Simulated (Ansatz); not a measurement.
**InSe (P-6m2): the gap up the ladder of methods**

What gap does each level of theory give for InSe (P-6m2), and in what time?

Program: Ansatz 0.2.0. Level of theory: density functionals, hybrids and G0W0, plane waves, PAW. Results are calculated unless marked as measured.

## 1. Starting point

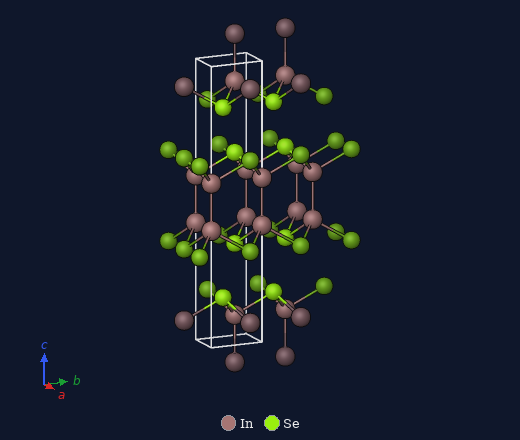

Start, viewed slightly off an axis; indium brown, selenium green. 1×2×1 cells are drawn. Some periodic images of atoms are drawn too.

The structure was relaxed with LDA. The runs that relaxed it are not among those shown. The default PAW set here is soft_2. Its files were made with PBE.

## 2. LDA on the 6×6×2 mesh

Levels along a band path and on the mesh show where this functional puts the band edges.

This step: DFT, LDA, plane waves, PAW.

input.yaml reads:

```yaml
crystal:
  lattice:
    - [3.9748709455, 0.0, 0.0]
    - [-1.9874354728, 3.4423392156, 0.0]
    - [0.0, 0.0, 16.2636494814]
  atoms:
    - { symbol: In, position: [0.0, 0.0, 0.5842950809] }
    - { symbol: In, position: [0.0, 0.0, 0.4157049191] }
    - { symbol: In, position: [0.3333333333, 0.6666666667, 0.9156997426] }
    - { symbol: In, position: [0.3333333333, 0.6666666667, 0.0843002574] }
    - { symbol: Se, position: [0.6666666667, 0.3333333333, 0.8378264049] }
    - { symbol: Se, position: [0.6666666667, 0.3333333333, 0.1621735951] }
    - { symbol: Se, position: [0.3333333333, 0.6666666667, 0.6621026916] }
    - { symbol: Se, position: [0.3333333333, 0.6666666667, 0.3378973084] }
kpoints:
  mp_grid: { grid: [6, 6, 2] }
  band_path:
    path:
      - [[0.0, 0.0, 0.0], [0.5, 0.0, 0.0], [0.33333333, 0.33333333, 0.0], [0.0, 0.0, 0.0], [0.0, 0.0, 0.5], [0.5, 0.0, 0.5], [0.33333333, 0.33333333, 0.5], [0.0, 0.0, 0.5]]
      - [[0.5, 0.0, 0.5], [0.5, 0.0, 0.0]]
      - [[0.33333333, 0.33333333, 0.5], [0.33333333, 0.33333333, 0.0]]
    npoints: 10
hamiltonian:
  xc: lda
scf:
  occupations: { method: fermi_dirac, width: 0.02 }
  n_extra_bands: 6
output:
  eigenvalues: true
  forces: true
  stress: true
  write_density: true
  write_potential: true
  elf: true
  volumetric_format: npy
```

Command:

```console
$ ansatz run input.yaml --threads 3 --pin off --max-ram 92160MiB --backend cuda --events-out ev --progress --plain --runs-dir out --devices 1 --max-vram 13GiB
```

Numbers of over 12 decimals in the logs are rounded to 6 here.

The program printed:

```text
scf.n_extra_bands = 6 over 58 filled bands (N_el = 116.0): the run solves 64 bands
GPUs: using 1 of 1 available (devices: 1).
Engine: ansatz 0.2.0, x86_64-unknown-linux-gnu
Pseudopotentials: kind: paw
Pseudopotential: In, paw, valence charge 13, recommended cutoff 420 eV (normal), In.paw.azcp
Pseudopotential: Se, paw, valence charge 16, recommended cutoff 420 eV (normal), Se.paw.azcp
Functional definition: SPW92
  exchange = slater_x
  correlation = pw_c
device memory: the entry about to start is reckoned to put 5.3 GiB on a device that reports 71.0 GiB free (of which the cap on the GPU budget leaves the run 13.0 GiB)
GPU FFT provider: cuFFT
GPU libraries: cuBLAS 13.8.2, cuFFT 12.4.0, cuSOLVER 12.3.4
Crystal: 8 atoms, lattice volume = 222.533 Å³
Basis set: ecut = 420 eV, 4387 PW (Γ)
Bands: 64, of which v1, the nominal top of the filled ones, is band 58 counted from 1 (57 counted from 0)
Symmetry: 12 space group operations
Space group: P-6m2 (ITA 187), of the structure as read, at distance tolerance 6.1e-5 Å
k-points: 14 of 72 (time reversal used)
Non-local potential: In, projectors of the file, l = 0: 2, l = 1: 2, l = 2: 2, l = 3: 2
Non-local potential: Se, projectors of the file, l = 0: 2, l = 1: 2, l = 2: 3, l = 3: 1
PAW form: soft (Blöchl's): semilocal exchange-correlation on the pseudo side does not see the compensation charge
PAW frozen core: In, regenerated for the run's functional, and the local potential with it (the file was generated under x = pbe(κ = 0.804, μ = 0.219515), c = pbe(β = 0.066725))
PAW frozen core: Se, regenerated for the run's functional, and the local potential with it (the file was generated under x = pbe(κ = 0.804, μ = 0.219515), c = pbe(β = 0.066725))
PAW one-centre angular grid: In, 590 points (default); XC on 64 Gauss nodes
PAW one-centre angular grid: Se, 590 points (default); XC on 64 Gauss nodes
Initial density: superposition of atomic densities (neutral atoms: chi_scale 0, normalization atom), corrected by the library's trained network
Initial wavefunctions: pseudopotential atomic-orbital guess
GPU buffer pool allocated for 87480 grid points (all kernels)
GPU transforms: local potential and band sums: pruned to the plane-wave sphere, on 25×27×120
Functional: x = slater, c = lda
SCF iter   1: F=—  HF=-43365.519456 eV  |F-HF|=—  |Δ(HF+E_count)|=         —  Δρ=6.89e-3  dr2=1.12e-1  ethr=1.77e-3  ⟨swp⟩=6.1  Hψ=3688  notcnv=0
preconditioner: auto → Resta (q_TF=auto, 2.448 Å⁻¹)  ε∞=3.9  [insulator: Δε(μ)=0.149 eV  Ē_g=12.722 eV  σ=0.020 eV  W_gap=0.95  n_scr=66 (ndim 8)  ℏωp=21.7 eV  f_vac=0.064  D(μ)=0.06/eV (n_scr^D=0)  ε∞_Penn≈3.9]
SCF iter   2: F=—  HF=-43365.491557 eV  |F-HF|=—  |Δ(HF+E_count)|=   2.79e-2  Δρ=2.90e-3  dr2=1.10e-2  ethr=9.64e-5  ⟨swp⟩=3.6  Hψ=1705  notcnv=0  defer=26
SCF iter   3: F=—  HF=-43365.489338 eV  |F-HF|=—  |Δ(HF+E_count)|=   2.22e-3  Δρ=8.66e-4  dr2=1.24e-3  ethr=9.44e-6  ⟨swp⟩=2.0  Hψ=1414  notcnv=0  defer=26
SCF iter   4: F=—  HF=-43365.489372 eV  |F-HF|=—  |Δ(HF+E_count)|=   3.43e-5  Δρ=2.07e-4  dr2=1.01e-4  ethr=1.07e-6  ⟨swp⟩=2.0  Hψ=1060  notcnv=0  defer=26
SCF iter   5: F=—  HF=-43365.488962 eV  |F-HF|=—  |Δ(HF+E_count)|=   4.10e-4  Δρ=4.73e-5  dr2=5.37e-6  ethr=8.72e-8  ⟨swp⟩=2.0  Hψ=1602  notcnv=0  defer=26
SCF iter   6: F=—  HF=-43365.489260 eV  |F-HF|=—  |Δ(HF+E_count)|=   2.98e-4  Δρ=1.00e-5  dr2=3.80e-7  ethr=4.63e-9  ⟨swp⟩=2.0  Hψ=1626  notcnv=0  defer=26
SCF iter   7: F=-43365.489260 eV  HF=-43365.489260 eV  |F-HF|=3.00e-8  |Δ(HF+E_count)|=   5.39e-8  Δρ=4.36e-6  dr2=7.81e-8  ethr=8.62e-11  ⟨swp⟩=13.4  Hψ=7558  notcnv=0
SCF 1 converged in 7 iterations: F = -43365.489260 eV  dr2 = 7.81e-8
[...]
device memory: the entry about to start is reckoned to put 4.5 GiB on a device that reports 72.1 GiB free (of which the cap on the GPU budget leaves the run 13.0 GiB)
NSCF: frozen V_eff on 93 k-points
SCF converged after 7 iterations
Free energy (F): -43365.489260 eV
Harris-Foulkes:  -43365.489260 eV  (|F-HF|=3.00e-8)
Internal energy: -43365.489180 eV  (E = F + TS)
E sigma→0 (E₀):  -43365.489220 eV
Entropy (-TS):   -0.000080 eV (-0.010 meV/atom)
Fermi energy:    7.801258 eV
--- Per-component energies (eV) ---
  E_band       = -1801.246468
  E_kinetic    = 1453.701126
  E_local      = -15472.615674  (includes V_loc(G=0)·N_el)
  E_nonlocal   = -875.679740
  E_hartree    = 7126.320166
  E_xc         = -1268.831714
  E_vxc        = -798.801838  (∫ρ·V_xc dr)
  E_paw        = -23370.256087  (= ΣΔE_a)
  E_vpaw       = -360.506409  (= ΣTr[D̂ρ^β])
  E_aug_tail   = -0.002296  (compensation charges beyond the density's cutoff)
  E_ewald      = -10968.132557
  E_core_change = 10.007595  (= ΣΔE_core)
  E_smearing   = -0.000080  (= −TS)
  E_closure    = 0.000000  (closes the sum)
  Σ components = -43365.489260   (vs F -43365.489260, Δ=0.00e0)
--- Forces (eV/Å), atoms counted from 1 ---
  atom   1  In     0.00000000    -0.00000000     0.00014344
  atom   2  In     0.00000000    -0.00000000    -0.00014344
  atom   3  In     0.00000000     0.00000000    -0.00015612
  atom   4  In     0.00000000     0.00000000     0.00015612
  atom   5  Se    -0.00000000     0.00000000    -0.00055278
  atom   6  Se    -0.00000000     0.00000000     0.00055278
  atom   7  Se    -0.00000000     0.00000000     0.00056687
  atom   8  Se    -0.00000000     0.00000000    -0.00056687
  max |Σ_I F_I| component: 1.39e-17 eV/Å
--- Stress (GPa, compression-positive) ---
       -0.003131       0.000000       0.000000
        0.000000      -0.003131      -0.000000
        0.000000      -0.000000      -0.013454
  P = ⅓ Tr σ = -0.0066 GPa (-0.066 kbar)
--- Band table (eV; the first three rows and the last of 14) ---
  k-point 0: bands = [... 54 lower, 6.4115, 6.5012, 6.5012, 7.7155, 7.8870, 9.4134, 9.6114, 9.6844, ... 2 higher]
  k-point 1: bands = [... 54 lower, 6.4669, 6.4669, 6.6103, 6.6579, 8.8028, 8.9060, 9.6688, 9.6972, ... 2 higher]
  k-point 2: bands = [... 54 lower, 6.1197, 6.2528, 6.4411, 7.4406, 9.2184, 9.7717, 10.2098, 10.3595, ... 2 higher]
  k-point 13: bands = [... 54 lower, 5.0572, 5.4396, 5.6484, 6.0677, 9.0641, 9.4090, 9.9001, 10.2316, ... 2 higher]
```

The job ended after 7.5 s (1 × NVIDIA H100 80GB HBM3 (shared by 6 runs) with 3 threads of AMD EPYC 7R13 (Zen 3), shared host; peak memory 1.1 GiB).

Reading the cycles: dr2 is the Hartree energy of the density residual (eV), the measure of convergence; HF is the Harris–Foulkes estimate of the energy, which meets the free energy F at convergence.

Numbers from this step:

```
pressure             : -0.006572 GPa
filled bands         : 58
gap                  : 0.1715 eV
valence top at       : Γ
conduction bottom at : Γ
least direct gap     : 0.1715 eV
```

Over mesh and path the gap is 0.171 eV, direct, at k = Γ.

## 3. LDA+SOC on the 6×6×2 mesh

This run has two-component orbitals with spin-orbit coupling.

This step: DFT, LDA with spin-orbit coupling, plane waves, PAW.

input.yaml, the sections that differ from step 2:

```yaml
kpoints:
  mp_grid: { grid: [6, 6, 2] }
  band_path:
    path:
      - [0.0, 0.0, 0.0]
      - [0.5, 0.0, 0.0]
      - [0.33333333, 0.33333333, 0.0]
      - [0.0, 0.0, 0.5]
      - [0.5, 0.0, 0.5]
      - [0.33333333, 0.33333333, 0.5]
    npoints: 1
scf:
  occupations: { method: fermi_dirac, width: 0.02 }
  n_extra_bands: 12
magnetization:
  noncollinear: true
  spin_orbit: true
output:
  eigenvalues: true
  forces: true
  stress: true
# crystal, hamiltonian: as in step 2
```

The program printed:

```text
[...]
GPUs: using 1 of 1 available (devices: 1).
[...]
non-collinear run that drives no moment, with spin-orbit: no starting moment large enough to seed its density (crystal.atoms[].spin), no starting occupations that ask for one, no magnetisation constraint and no magnetic field, so the semilocal B_xc is pinned to zero
[...]
GPU FFT provider: cuFFT
GPU libraries: cuBLAS 13.8.2, cuFFT 12.4.0, cuSOLVER 12.3.4
Crystal: 8 atoms, lattice volume = 222.533 Å³
Basis set: ecut = 420 eV, 4387 PW (Γ)
Bands: 128, of which v1, the nominal top of the filled ones, is band 116 counted from 1 (115 counted from 0)
Symmetry: 12 space group operations + 12 with time reversal
[...]
k-points: 14 of 72 (time reversal used)
Projection manifold: j_resolved (fully-relativistic pseudo-atomic orbitals)
[...]
atom   4  In     0.00000000     0.00000000    -0.00520146
  atom   5  Se    -0.00000000     0.00000000     0.00413125
  atom   6  Se    -0.00000000     0.00000000    -0.00413125
  atom   7  Se    -0.00000000    -0.00000000    -0.00416097
  atom   8  Se    -0.00000000    -0.00000000     0.00416097
  max |Σ_I F_I| component: 1.62e-17 eV/Å
--- Stress (GPa, compression-positive) ---
       -0.034328       0.000000      -0.000000
       -0.000000      -0.034328       0.000000
        0.000000       0.000000      -0.071137
  P = ⅓ Tr σ = -0.0466 GPa (-0.466 kbar)
--- Band table (eV; the first three rows and the last of 14) ---
  k-point 0: bands = [... 112 lower, 6.6483, 6.6483, 7.7426, 7.7426, 7.8903, 7.8903, 9.4114, 9.4114, ... 8 higher]
  k-point 1: bands = [... 112 lower, 6.6746, 6.6746, 6.7159, 6.7159, 8.8043, 8.8043, 8.9084, 8.9084, ... 8 higher]
  k-point 2: bands = [... 112 lower, 6.4733, 6.4733, 7.4500, 7.4500, 9.2220, 9.2220, 9.7687, 9.7687, ... 8 higher]
  k-point 13: bands = [... 112 lower, 5.5947, 5.6920, 6.0362, 6.0854, 9.0383, 9.0883, 9.4044, 9.4136, ... 8 higher]
[key lines of the parts left out:]
SCF converged after 10 iterations
Magnetization: |M| = 0.0000 μB,  M = (+0.0000, +0.0000, +0.0000) μB
Free energy (F): -43373.481238 eV
Fermi energy:    7.816451 eV
```

Run time: 7.3 s. Hardware: 1 × NVIDIA H100 80GB HBM3 (shared by 6 runs) with 3 threads; peak memory 1.2 GiB; 12 s of CPU time.

This step gave:

| Quantity | Value |
| --- | --- |
| pressure | -0.04660 GPa |
| gap | 0.1477 eV |
| valence top at | Γ |
| conduction bottom at | Γ |
| least direct gap | 0.1477 eV |

Over mesh and listed points the gap is 0.148 eV, direct, at k = Γ. LDA+SOC against LDA: 0.148 − 0.171 = −0.023 eV, with the same mesh, set of files (read in its fully relativistic form for the spin-orbit run) and cutoff, and both edges at the same k points. The spin-orbit run sees mesh and listed points alone, so its gap is an upper bound: the coupling can move an edge off these points, the more so as this crystal has no centre of inversion, and the change over the zone, its sign included where it is small, is not known.

## 4. r2SCAN on the 6×6×2 mesh

r2SCAN is a meta-GGA: it depends on the kinetic-energy density as well as on the density and its gradient.

This step: DFT, r2SCAN, plane waves, PAW.

Edit input.yaml of step 3 so:

```diff
@@ -26,9 +26,6 @@
 hamiltonian:
-  xc: lda
+  xc: r2scan
 scf:
-  occupations: { method: fermi_dirac, width: 0.02 }
-  n_extra_bands: 12
-magnetization:
-  noncollinear: true
-  spin_orbit: true
+  occupations: { method: fixed }
+  n_extra_bands: 6
 output:
```

The program printed:

```text
[...]
GPUs: using 1 of 1 available (devices: 1).
[...]
GPU FFT provider: cuFFT
GPU libraries: cuBLAS 13.8.2, cuFFT 12.4.0, cuSOLVER 12.3.4
Crystal: 8 atoms, lattice volume = 222.533 Å³
Basis set: ecut = 500 eV, 5657 PW (Γ), exchange–correlation on 120×120×480 points (64 copies of the dense FFT grid, shifted against one another)
[...]
k-point 0: bands = [... 54 lower, 6.4312, 6.5209, 6.5209, 7.8236, 8.6578, 10.0049, 10.3724, 10.4088, ... 2 higher]
  k-point 1: bands = [... 54 lower, 6.4854, 6.4854, 6.8606, 6.9019, 9.4125, 9.5071, 10.3917, 10.4243, ... 2 higher]
  k-point 2: bands = [... 54 lower, 6.1374, 6.2703, 6.5355, 7.5338, 9.8661, 10.3653, 10.8044, 10.9592, ... 2 higher]
  k-point 13: bands = [... 54 lower, 5.0879, 5.4727, 5.7117, 6.1121, 9.4776, 9.7667, 10.4964, 10.7822, ... 2 higher]
[key lines of the parts left out:]
SCF converged after 7 iterations
Free energy (F): -44365.049081 eV
Fermi energy:    7.823631 eV
P = ⅓ Tr σ = 2.9842 GPa (29.842 kbar)
```

Run time: 6.5 s. Hardware: 1 × NVIDIA H100 80GB HBM3 (shared by 6 runs) with 3 threads; peak memory 1.2 GiB; 8 s of CPU time.

This step gave:

```yaml
pressure: 2.984 GPa
gap: 0.8342 eV
valence_top_at: Γ
conduction_bottom_at: Γ
least_direct_gap: 0.8342 eV
```

Over mesh and listed points the gap is 0.834 eV, direct, at k = Γ. r2SCAN against LDA: 0.834 − 0.171 = +0.663 eV. The runs also differ in plane-wave cutoff (420 eV and 500 eV) and occupations, so how much of this comes from the functional alone is not known.

## 5. HSE06 on the 6×6×2 mesh

HSE06 mixes in a quarter of exact exchange at short range.

This step: DFT, HSE06, plane waves, PAW.

Edit input.yaml of step 4 so:

```diff
@@ -26,3 +26,3 @@
 hamiltonian:
-  xc: r2scan
+  xc: hse06
 scf:
@@ -32,3 +32,5 @@
   eigenvalues: true
-  forces: true
-  stress: true
+  write_density: true
+  write_potential: true
+  elf: true
+  volumetric_format: npy
```

The program printed:

```text
[...]
GPUs: using 1 of 1 available (devices: 1).
[...]
davidson cushion auto → on  (no smearing: the cushion is to keep the highest requested band from converging to the state above it; pin scf.eigensolver.cushion to override)
[...]
GPU FFT provider: cuFFT
GPU libraries: cuBLAS 13.8.2, cuFFT 12.4.0, cuSOLVER 12.3.4
Crystal: 8 atoms, lattice volume = 222.533 Å³
Basis set: ecut = 420 eV, 4387 PW (Γ)
[...]
Fermi energy:    7.626463 eV
[...]
--- Band table (eV; the first three rows and the last of 14) ---
  k-point 0: bands = [... 54 lower, 6.1725, 6.2665, 6.2665, 7.6265, 8.7752, 10.2079, 10.4711, 10.5384, ... 2 higher]
  k-point 1: bands = [... 54 lower, 6.2289, 6.2289, 6.6442, 6.6888, 9.5373, 9.6347, 10.5240, 10.5558, ... 2 higher]
  k-point 2: bands = [... 54 lower, 5.8609, 5.9978, 6.2805, 7.3330, 10.0616, 10.6247, 10.9868, 11.1592, ... 2 higher]
  k-point 13: bands = [... 54 lower, 4.7044, 5.1163, 5.4644, 5.8538, 9.6299, 9.9092, 10.7400, 11.0806, ... 2 higher]
[key lines of the parts left out:]
Free energy (F): -44293.707542 eV
```

It took 45 s on 1 × NVIDIA H100 80GB HBM3 (shared by 6 runs) with 3 threads; peak memory 2.1 GiB.

This step gave:

| Item | Value |
| --- | --- |
| gap | 1.149 eV |
| valence top at | Γ |
| conduction bottom at | Γ |
| least direct gap | 1.149 eV |
| exact-exchange fraction | 0.25 |

Over mesh and listed points the gap is 1.149 eV, direct, at k = Γ. HSE06 against r2SCAN: 1.149 − 0.834 = +0.315 eV. The runs also differ in plane-wave cutoff (500 eV and 420 eV), so how much of this comes from the functional alone is not known.

## 6. PBE0 on the 6×6×2 mesh

PBE0 mixes in a quarter of exact exchange at all distances.

This step: DFT, PBE0, plane waves, PAW.

Edit input.yaml of step 5 so:

```diff
@@ -26,3 +26,3 @@
 hamiltonian:
-  xc: hse06
+  xc: pbe0
 scf:
@@ -32,5 +32 @@
   eigenvalues: true
-  write_density: true
-  write_potential: true
-  elf: true
-  volumetric_format: npy
```

The program printed:

```text
[...]
GPUs: using 1 of 1 available (devices: 1).
[...]
GPU FFT provider: cuFFT
GPU libraries: cuBLAS 13.8.2, cuFFT 12.4.0, cuSOLVER 12.3.4
Crystal: 8 atoms, lattice volume = 222.533 Å³
Basis set: ecut = 420 eV, 4387 PW (Γ)
Bands: 64, of which v1, the nominal top of the filled ones, is band 58 counted from 1 (57 counted from 0)
Symmetry: 12 space group operations
[...]
k-points: 14 of 72 (time reversal used)
[...]
Fermi energy:    7.305785 eV
[...]
--- Band table (eV; the first three rows and the last of 14) ---
  k-point 0: bands = [... 54 lower, 5.8223, 5.9211, 5.9211, 7.3058, 9.0433, 10.5394, 10.7872, 10.8646, ... 2 higher]
  k-point 1: bands = [... 54 lower, 5.8814, 5.8814, 6.3012, 6.3459, 9.8250, 9.9255, 10.8496, 10.8833, ... 2 higher]
  k-point 2: bands = [... 54 lower, 5.5060, 5.6473, 5.9165, 7.0010, 10.3747, 10.9681, 11.3177, 11.4969, ... 2 higher]
  k-point 13: bands = [... 54 lower, 4.3191, 4.7447, 5.0995, 5.5010, 9.9452, 10.2282, 11.0826, 11.4370, ... 2 higher]
[key lines of the parts left out:]
Free energy (F): -44290.641608 eV
```

Elapsed: 61 s, on 1 × NVIDIA H100 80GB HBM3 (shared by 6 runs) with 3 threads; peak memory 2 GiB.

Numbers from this step:

```yaml
gap: 1.738 eV
valence_top_at: Γ
conduction_bottom_at: Γ
least_direct_gap: 1.738 eV
exact_exchange_fraction: 0.25
```

Over mesh and listed points the gap is 1.738 eV, direct, at k = Γ. PBE0 against HSE06: 1.738 − 1.149 = +0.589 eV, with the same mesh, files and cutoff, and both edges at the same k points.

(Continued in part 2 of 2.)

[Paths, hosts, dates, memory and timing lines, banners, echoed tables and standing remarks are left out of the program output.]

[Logs are printed without paths, hosts, clocks, repeated set-up lines and the standing remarks that a program may print on its own settings, such as how far it seeks lower states.]

[Runs of the session that timed out or met a known fault of the program may be left out.]

[Cells called generated may have been cut or substituted from an entry of the Crystallography Open Database or the Materials Project.]

[Hosts, paths, dates, database ids (printed as entryN), source tags and the programs' standing remarks are cut or masked in the printed files.]

[Where an RPA ε∞ is given, it is that of the G0W0 mesh and is not shown converged in it. Names of k-points follow the symmetry that the program found, which can be lower than the space group named. Band edges on a path are those of the sampled points; other points can move an edge, and change direct to indirect where valleys lie close.]

[Hybrid gaps are those of their k-mesh and are not shown converged in it.]
